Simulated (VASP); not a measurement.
**Geometry relaxation of SnS2 (part 3 of 3)**

SnS2 (P-3m1, 3 atoms in the cell); Kohn-Sham DFT of a periodic cell, PBE, VASP PAW PBE potentials, recommended, no spin polarisation (VASP 6.6.1); cutoff 520 eV, 8×8×5 k-mesh, Gaussian smearing of 0.1 eV. The structure derives from an entry of the Crystallography Open Database.

Geometry of the input (Å; fractional positions):
```
3.6390  0.0000  0.0000
-1.8195  3.1515  0.0000
0.0000  0.0000  5.8680
Sn 0.0000  0.0000  0.0000
S  0.3333  0.6667  0.2500
S  0.6667  0.3333  0.7500
```

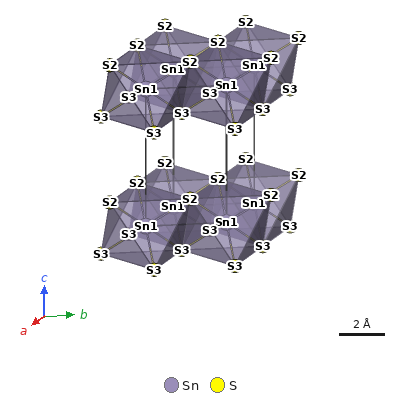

The geometry at step 7 of the log (polyhedral view of the cell of the calculation, seen slightly off an axis; polyhedra are completed across the faces of the cell; atoms are numbered from 1 in the order of the input).

Parts of OUTCAR, continued
```
 k-point     5 :       0.5000    0.0000    0.0000
  band No.  band energies     occupation
      1     -17.4817      2.00000
      2     -17.3864      2.00000
      3     -17.3858      2.00000
      4     -17.3277      2.00000
      5     -17.3220      2.00000
      6      -8.2077      2.00000
      7      -7.6453      2.00000
      8      -3.2593      2.00000
      9      -0.7719      2.00000
     10       1.1005      2.00000
     11       1.1480      2.00000
     12       2.7580      2.00000
     13       3.1421      2.00000
     14       5.0119      0.00000
     15       7.9986      0.00000
     16       9.6803      0.00000
     17       9.7734      0.00000

 [... the levels of 18 k-points are left out ...]

 k-point    24 :       0.2500    0.2500    0.2000
  band No.  band energies     occupation
      1     -17.4533      2.00000
      2     -17.4080      2.00000
      3     -17.3669      2.00000
      4     -17.3506      2.00000
      5     -17.3259      2.00000
      6      -8.3029      2.00000
      7      -7.5372      2.00000
      8      -3.1170      2.00000
      9      -0.3728      2.00000
     10       0.2294      2.00000
     11       1.1208      2.00000
     12       2.2606      2.00000
     13       3.0632      2.00000
     14       5.9621      0.00000
     15       9.1556      0.00000
     16       9.9228      0.00000
     17      10.4192      0.00000

 [... further k-points ...]

[... ionic steps 4 to 11 ...]

--------------------------------------- Ionic step       12  -------------------------------------------

 number of electron      26.0000009 magnetization

------------------------ aborting loop because EDIFF is reached ----------------------------------------

  FORCE on cell =-STRESS in cart. coord.  units (eV):
  Direction    XX          YY          ZZ          XY          YZ          ZX
  --------------------------------------------------------------------------------------
  -------------------------------------------------------------------------------------
  Total        0.0982383      0.0982383     -0.1157641      0.0000000     -0.0000000     -0.0000000
  in kB        1.9662311      1.9662311     -2.3170099      0.0000000     -0.0000000     -0.0000000
  external PRESSURE =       0.5384841 kB  Pullay stress =       0.0000000 kB

 VOLUME and BASIS-vectors are now :
 -----------------------------------------------------------------------------
  energy-cutoff  :      520.00
  volume of cell :       80.05
      direct lattice vectors                 reciprocal lattice vectors
     3.691916291  0.000000000 -0.000000000     0.270862046  0.156382275  0.000000000
    -1.845958146  3.197293292 -0.000000000    -0.000000000  0.312764551 -0.000000000
    -0.000000000  0.000000000  6.781447118     0.000000000  0.000000000  0.147461151

 POSITION                                       TOTAL-FORCE (eV/Angst)
 -----------------------------------------------------------------------------------
      0.00000      0.00000      0.00000         0.000000      0.000000      0.000000
     -0.00000      2.13153      1.48522         0.000000     -0.000000     -0.045985
      1.84596      1.06576      5.29623        -0.000000      0.000000      0.045985
 -----------------------------------------------------------------------------------
    total drift:                               -0.000000     -0.000000     -0.000000

  FREE ENERGIE OF THE ION-ELECTRON SYSTEM (eV)
  ---------------------------------------------------
  free  energy   TOTEN  =       -13.2178275823 eV

  energy  without entropy=      -13.2178275823  energy(sigma->0) =      -13.21782758

--------------------------------------- Ionic step       13  -------------------------------------------

 number of electron      26.0000008 magnetization

------------------------ aborting loop because EDIFF is reached ----------------------------------------

  FORCE on cell =-STRESS in cart. coord.  units (eV):
  Direction    XX          YY          ZZ          XY          YZ          ZX
  --------------------------------------------------------------------------------------
  -------------------------------------------------------------------------------------
  Total        0.0606448      0.0606448     -0.0760265      0.0000000      0.0000000      0.0000000
  in kB        1.2125346      1.2125345     -1.5200770      0.0000000      0.0000000      0.0000000
  external PRESSURE =       0.3016640 kB  Pullay stress =       0.0000000 kB

 VOLUME and BASIS-vectors are now :
 -----------------------------------------------------------------------------
  energy-cutoff  :      520.00
  volume of cell :       80.13
      direct lattice vectors                 reciprocal lattice vectors
     3.695129020  0.000000000 -0.000000000     0.270626545  0.156246309  0.000000000
    -1.847564510  3.200075597 -0.000000000    -0.000000000  0.312492618 -0.000000000
    -0.000000000  0.000000000  6.776730049     0.000000000  0.000000000  0.147563794

 POSITION                                       TOTAL-FORCE (eV/Angst)
 -----------------------------------------------------------------------------------
      0.00000      0.00000      0.00000        -0.000000      0.000000     -0.000000
     -0.00000      2.13338      1.48284         0.000000     -0.000000     -0.032222
      1.84756      1.06669      5.29389        -0.000000      0.000000      0.032222
 -----------------------------------------------------------------------------------
    total drift:                                0.000000      0.000000     -0.000000

  FREE ENERGIE OF THE ION-ELECTRON SYSTEM (eV)
  ---------------------------------------------------
  free  energy   TOTEN  =       -13.2181366077 eV

  energy  without entropy=      -13.2181366077  energy(sigma->0) =      -13.21813661

--------------------------------------- Ionic step       14  -------------------------------------------

 number of electron      26.0000006 magnetization

 Free energy of the ion-electron system (eV)
  ---------------------------------------------------
  ext. energy  EPLUGINS =         0.00000000
  ---------------------------------------------------
  free energy    TOTEN  =       -13.21836187 eV

  energy without entropy =      -13.21836187  energy(sigma->0) =      -13.21836187

 E-fermi :   3.2500     XC(G=0):  -8.6363     alpha+bet : -9.5997

 val. band max:        2.7629457183   @ k =   0.1250   0.0000   0.2000
 cond. band min:       4.2949411774   @ k =   0.5000   0.0000   0.4000
 fundamental gap:      1.5319954590
 Fermi energy:         3.2499896760

 k-point     1 :       0.0000    0.0000    0.0000
  band No.  band energies     occupation
      1     -17.9812      2.00000
      2     -17.9812      2.00000
      3     -17.9468      2.00000
      4     -17.9229      2.00000
      5     -17.9229      2.00000
      6     -10.5076      2.00000
      7      -8.7670      2.00000
      8      -2.2270      2.00000
      9       2.2875      2.00000
     10       2.2875      2.00000
     11       2.4073      2.00000
     12       2.6375      2.00000
     13       2.6375      2.00000
     14       4.7997      0.00000
     15       6.5530      0.00000
     16       8.1897      0.00000
     17       8.1897      0.00000

 k-point     2 :       0.1250    0.0000    0.0000
  band No.  band energies     occupation
      1     -17.9895      2.00000
      2     -17.9735      2.00000
      3     -17.9409      2.00000
      4     -17.9278      2.00000
      5     -17.9221      2.00000
      6     -10.3431      2.00000
      7      -8.6537      2.00000
      8      -2.2576      2.00000
      9       1.1795      2.00000
     10       1.8523      2.00000
     11       2.0329      2.00000
     12       2.4375      2.00000
     13       2.7561      2.00000
     14       5.4369      0.00000
     15       7.1986      0.00000
     16       8.0087      0.00000
     17       8.5273      0.00000

 k-point     3 :       0.2500    0.0000    0.0000
  band No.  band energies     occupation
      1     -18.0128      2.00000
      2     -17.9597      2.00000
      3     -17.9419      2.00000
      4     -17.9212      2.00000
      5     -17.9154      2.00000
      6      -9.8731      2.00000
      7      -8.3807      2.00000
      8      -2.5892      2.00000
      9      -0.2107      2.00000
     10       1.0291      2.00000
     11       1.2151      2.00000
     12       2.4687      2.00000
     13       2.7149      2.00000
     14       5.3235      0.00000
     15       7.5133      0.00000
     16       9.0763      0.00000
     17       9.0875      0.00000

 k-point     4 :       0.3750   -0.0000    0.0000
  band No.  band energies     occupation
      1     -18.0380      2.00000
      2     -17.9544      2.00000
      3     -17.9514      2.00000
      4     -17.9041      2.00000
      5     -17.8999      2.00000
      6      -9.2061      2.00000
      7      -8.1677      2.00000
      8      -3.3930      2.00000
      9      -1.0353      2.00000
     10       0.6380      2.00000
     11       0.7397      2.00000
     12       2.3789      2.00000
     13       2.6001      2.00000
     14       4.6530      0.00000
     15       7.5572      0.00000
     16       9.2750      0.00000
     17       9.2764      0.00000

 k-point     5 :       0.5000    0.0000    0.0000
  band No.  band energies     occupation
      1     -18.0486      2.00000
      2     -17.9552      2.00000
      3     -17.9540      2.00000
      4     -17.8968      2.00000
      5     -17.8916      2.00000
      6      -8.7476      2.00000
      7      -8.2081      2.00000
      8      -3.8261      2.00000
      9      -1.3626      2.00000
     10       0.5677      2.00000
     11       0.6858      2.00000
     12       2.2548      2.00000
     13       2.5473      2.00000
     14       4.3857      0.00000
     15       7.4562      0.00000
     16       9.1597      0.00000
     17       9.2742      0.00000

 [... the levels of 18 k-points are left out ...]

 k-point    24 :       0.2500    0.2500    0.2000
  band No.  band energies     occupation
      1     -18.0206      2.00000
      2     -17.9759      2.00000
      3     -17.9360      2.00000
      4     -17.9196      2.00000
      5     -17.8952      2.00000
      6      -8.8478      2.00000
      7      -8.0983      2.00000
      8      -3.6686      2.00000
      9      -0.9155      2.00000
     10      -0.3329      2.00000
     11       0.5605      2.00000
     12       1.7580      2.00000
     13       2.4882      2.00000
     14       5.3975      0.00000
     15       8.5687      0.00000
     16       9.2897      0.00000
     17       9.7717      0.00000

 [... further k-points ...]

------------------------ aborting loop because EDIFF is reached ----------------------------------------

  FORCE on cell =-STRESS in cart. coord.  units (eV):
  Direction    XX          YY          ZZ          XY          YZ          ZX
  --------------------------------------------------------------------------------------
  -------------------------------------------------------------------------------------
  Total       -0.0112098     -0.0112098     -0.0024984      0.0000000      0.0000000      0.0000000
  in kB       -0.2236892     -0.2236892     -0.0498550      0.0000000      0.0000000      0.0000000
  external PRESSURE =      -0.1657444 kB  Pullay stress =       0.0000000 kB

 VOLUME and BASIS-vectors are now :
 -----------------------------------------------------------------------------
  energy-cutoff  :      520.00
  volume of cell :       80.29
      direct lattice vectors                 reciprocal lattice vectors
     3.701183141  0.000000000 -0.000000000     0.270183874  0.155990733  0.000000000
    -1.850591571  3.205318620 -0.000000000    -0.000000000  0.311981465 -0.000000000
    -0.000000000  0.000000000  6.767841124     0.000000000  0.000000000  0.147757606

 POSITION                                       TOTAL-FORCE (eV/Angst)
 -----------------------------------------------------------------------------------
      0.00000      0.00000      0.00000        -0.000000     -0.000000      0.000000
     -0.00000      2.13688      1.47836         0.000000     -0.000000     -0.007162
      1.85059      1.06844      5.28948        -0.000000      0.000000      0.007162
 -----------------------------------------------------------------------------------
    total drift:                                0.000000      0.000000      0.000000

  FREE ENERGIE OF THE ION-ELECTRON SYSTEM (eV)
  ---------------------------------------------------
  free  energy   TOTEN  =       -13.2183618739 eV

  energy  without entropy=      -13.2183618739  energy(sigma->0) =      -13.21836187

 reached required accuracy - stopping structural energy minimisation
```

CONTCAR
```
SnS2
   1.00000000000000
     3.7011831411278799    0.0000000000000000   -0.0000000000000001
    -1.8505915705639400    3.2053186196938044   -0.0000000000000002
    -0.0000000000000001    0.0000000000000000    6.7678411241096814
  Sn              S
     1     2
Direct
     0.0000000000000000    0.0000000000000000    0.0000000000000000
     0.3333333300000021    0.6666666699999979    0.2184383702053440
     0.6666666699999979    0.3333333300000021    0.7815616297946560

  0.00000000E+00  0.00000000E+00  0.00000000E+00
  0.00000000E+00  0.00000000E+00  0.00000000E+00
  0.00000000E+00  0.00000000E+00  0.00000000E+00
```

Trajectory as extended XYZ (Å, eV, eV/Å), 14 frames, from step=0 to step=13
```
3
Lattice="3.6390 0.0000 0.0000 -1.8195 3.1515 0.0000 0.0000 0.0000 5.8680" Properties=species:S:1:pos:R:3:forces:R:3 step=0 energy=-13.13867
Sn    0.0000    0.0000    0.0000    0.0000   0.0000   0.0000
S     0.0000    2.1010    1.4670    0.0000   0.0000   0.2408
S     1.8195    1.0505    4.4010    0.0000   0.0000  -0.2408
3
Lattice="3.7440 0.0000 0.0000 -1.8720 3.2424 -0.0000 0.0000 0.0000 6.0237" Properties=species:S:1:pos:R:3:forces:R:3 step=1 energy=-13.15371
Sn    0.0000    0.0000    6.0237    0.0000   0.0000   0.0000
S     0.0000    2.1616    1.5178    0.0000   0.0000  -0.5832
S     1.8720    1.0808    4.5058    0.0000   0.0000   0.5832
3
Lattice="3.6963 0.0000 0.0000 -1.8482 3.2011 -0.0000 0.0000 0.0000 5.9530" Properties=species:S:1:pos:R:3:forces:R:3 step=2 energy=-13.17902
Sn   -1.8482    3.2011    0.0000    0.0000   0.0000   0.0000
S     0.0000    2.1341    1.4948    0.0000   0.0000  -0.2435
S     1.8482    1.0670    4.4582    0.0000   0.0000   0.2435
3
Lattice="3.7049 0.0000 0.0000 -1.8525 3.2086 -0.0000 -0.0000 0.0000 5.9601" Properties=species:S:1:pos:R:3:forces:R:3 step=3 energy=-13.18365
Sn    3.7049    0.0000    5.9601    0.0000   0.0000   0.0000
S     0.0000    2.1390    1.4864    0.0000   0.0000  -0.1810
S     1.8525    1.0695    4.4737    0.0000   0.0000   0.1810
3
Lattice="3.7271 0.0000 0.0000 -1.8636 3.2278 -0.0000 -0.0000 0.0000 5.9784" Properties=species:S:1:pos:R:3:forces:R:3 step=4 energy=-13.18864
Sn   -1.8636    3.2278    0.0000    0.0000   0.0000   0.0000
S     0.0000    2.1519    1.4645    0.0000   0.0000  -0.0233
S     1.8636    1.0759    4.5140    0.0000   0.0000   0.0233
3
Lattice="3.7243 0.0000 -0.0000 -1.8621 3.2253 -0.0000 -0.0000 0.0000 6.0204" Properties=species:S:1:pos:R:3:forces:R:3 step=5 energy=-13.19272
Sn    3.7243    0.0000    6.0204    0.0000   0.0000   0.0000
S     0.0000    2.1502    1.4659    0.0000   0.0000  -0.0206
S     1.8621    1.0751    4.5545    0.0000   0.0000   0.0206
3
Lattice="3.7156 0.0000 -0.0000 -1.8578 3.2178 -0.0000 -0.0000 0.0000 6.1465" Properties=species:S:1:pos:R:3:forces:R:3 step=6 energy=-13.20249
Sn    0.0000    0.0000    0.0000    0.0000   0.0000   0.0000
S     0.0000    2.1452    1.4697    0.0000   0.0000  -0.0108
S     1.8578    1.0726    4.6769    0.0000   0.0000   0.0108
3
Lattice="3.6983 0.0000 -0.0000 -1.8491 3.2028 -0.0000 -0.0000 0.0000 6.3987" Properties=species:S:1:pos:R:3:forces:R:3 step=7 energy=-13.21330
Sn    3.6983    0.0000    6.3987    0.0000   0.0000   0.0000
S     0.0000    2.1352    1.4750    0.0000   0.0000   0.0198
S     1.8491    1.0676    4.9237    0.0000   0.0000  -0.0198
3
Lattice="3.6636 0.0000 -0.0000 -1.8318 3.1728 -0.0000 -0.0000 0.0000 6.9030" Properties=species:S:1:pos:R:3:forces:R:3 step=8 energy=-13.21002
Sn    0.0000    0.0000    0.0000    0.0000   0.0000   0.0000
S     0.0000    2.1152    1.4774    0.0000   0.0000   0.1438
S     1.8318    1.0576    5.4257    0.0000   0.0000  -0.1438
3
Lattice="3.6791 0.0000 -0.0000 -1.8396 3.1862 -0.0000 -0.0000 0.0000 6.6771" Properties=species:S:1:pos:R:3:forces:R:3 step=9 energy=-13.21449
Sn    0.0000    0.0000    0.0000    0.0000   0.0000   0.0000
S     0.0000    2.1241    1.4748    0.0000   0.0000   0.1069
S     1.8396    1.0621    5.2023    0.0000   0.0000  -0.1069
3
Lattice="3.6903 0.0000 -0.0000 -1.8451 3.1959 -0.0000 -0.0000 0.0000 6.7681" Properties=species:S:1:pos:R:3:forces:R:3 step=10 energy=-13.21777
Sn    0.0000    0.0000    0.0000    0.0000   0.0000   0.0000
S     0.0000    2.1306    1.4839    0.0000   0.0000  -0.0267
S     1.8451    1.0653    5.2842    0.0000   0.0000   0.0267
3
Lattice="3.6919 0.0000 -0.0000 -1.8460 3.1973 -0.0000 -0.0000 0.0000 6.7814" Properties=species:S:1:pos:R:3:forces:R:3 step=11 energy=-13.21783
Sn    0.0000    0.0000    0.0000    0.0000   0.0000   0.0000
S     0.0000    2.1315    1.4852    0.0000   0.0000  -0.0460
S     1.8460    1.0658    5.2962    0.0000   0.0000   0.0460
3
Lattice="3.6951 0.0000 -0.0000 -1.8476 3.2001 -0.0000 -0.0000 0.0000 6.7767" Properties=species:S:1:pos:R:3:forces:R:3 step=12 energy=-13.21814
Sn    0.0000    0.0000    0.0000    0.0000   0.0000   0.0000
S     0.0000    2.1334    1.4828    0.0000   0.0000  -0.0322
S     1.8476    1.0667    5.2939    0.0000   0.0000   0.0322
3
Lattice="3.7012 0.0000 -0.0000 -1.8506 3.2053 -0.0000 -0.0000 0.0000 6.7678" Properties=species:S:1:pos:R:3:forces:R:3 step=13 energy=-13.21836
Sn    0.0000    0.0000    0.0000    0.0000   0.0000   0.0000
S     0.0000    2.1369    1.4784    0.0000   0.0000  -0.0072
S     1.8506    1.0684    5.2895    0.0000   0.0000   0.0072
```

Summary

| quantity | value |
| --- | --- |
| outcome | converged |
| space group (tolerance 0.01 Å) | P-3m1 (164) |
| electrons treated | 26 |
| free energy | −13.2184 eV |
| Fermi energy | 3.250 eV |
| gap on the k-point mesh | 1.53 eV |
| pressure | −0.02 GPa |
| final volume | 80.29 Å³ |
| largest force (length of the vector) at the end | 0.007 eV/Å |
| final cell | a = 3.701 Å, b = 3.701 Å, c = 6.768 Å, α = 90.00°, β = 90.00°, γ = 120.00° |
| hardware | 1 thread of AMD EPYC (Zen 3), 192 GiB of memory available, shared host |
| wall time | 8.3 min |
| peak memory | 0.18 GiB |

Notes

The volume changed by more than 5 % on the plane waves of the start, so the result carries a basis error; a second relaxation from the end is advised.
